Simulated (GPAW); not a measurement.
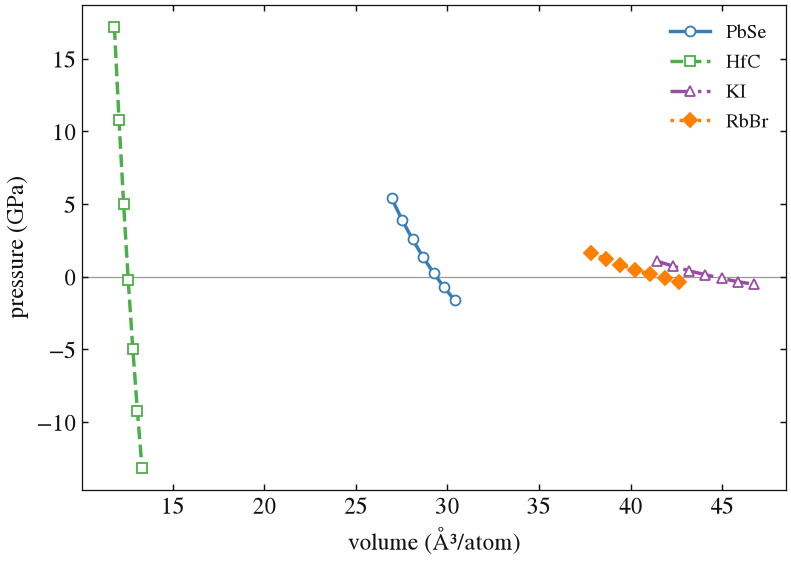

The picture above shows the pressure against volume, with one curve for each compound, for HfC, KI, PbSe and RbBr (all in space group Fm-3m (No. 225)).

Computed with GPAW 26.7.0: PAW DFT in plane waves, on a grid or in atomic orbitals, no spin polarisation; energies at scaled volumes of the given cell, shape and fractions fixed, counted from the fit's minimum, third-order Birch-Murnaghan fit. Level: r2SCAN.

```json
{"setting": "occupations", "value": "Fermi–Dirac"}
{"setting": "smearing width", "value": "0.05 eV"}
{"setting": "potentials", "value": "GPAW PAW data sets (gpaw data 1.2.1)"}
```

Settings that differ: PbSe: wave cutoff 600 eV, k mesh 8×8×8; HfC: wave cutoff 800 eV, k mesh 10×10×10; KI: wave cutoff 600 eV, k mesh 7×7×7; RbBr: wave cutoff 600 eV, k mesh 7×7×7.

> Order the curves by fitted equilibrium volume, smallest first.

HfC 12.567, PbSe 29.393, RbBr 41.563, KI 44.561 Å³/atom.

> For PbSe: read off the course of the pressure.

It falls from 5.40 GPa at volume 26.95 Å³/atom to −1.62 GPa at 30.39 Å³/atom, and changes sign near 29.39 Å³/atom.

Note: spin-orbit coupling left out, heavy elements (PbSe).

The computed values:

PbSe:
```csv
volume (Å³/atom),pressure (GPa)
26.95,5.40
27.52,3.90
28.10,2.56
28.67,1.34
29.24,0.25
29.82,-0.73
30.39,-1.62
```

HfC:
```csv
volume (Å³/atom),pressure (GPa)
11.81,17.16
12.07,10.79
12.32,5.01
12.57,-0.23
12.82,-4.97
13.07,-9.26
13.32,-13.15
```

KI:
```csv
volume (Å³/atom),pressure (GPa)
41.45,1.07
42.33,0.72
43.21,0.40
44.09,0.13
44.97,-0.12
45.85,-0.34
46.74,-0.53
```

RbBr:
```csv
volume (Å³/atom),pressure (GPa)
37.83,1.66
38.64,1.22
39.44,0.82
40.25,0.47
41.05,0.16
41.86,-0.11
42.66,-0.36
```
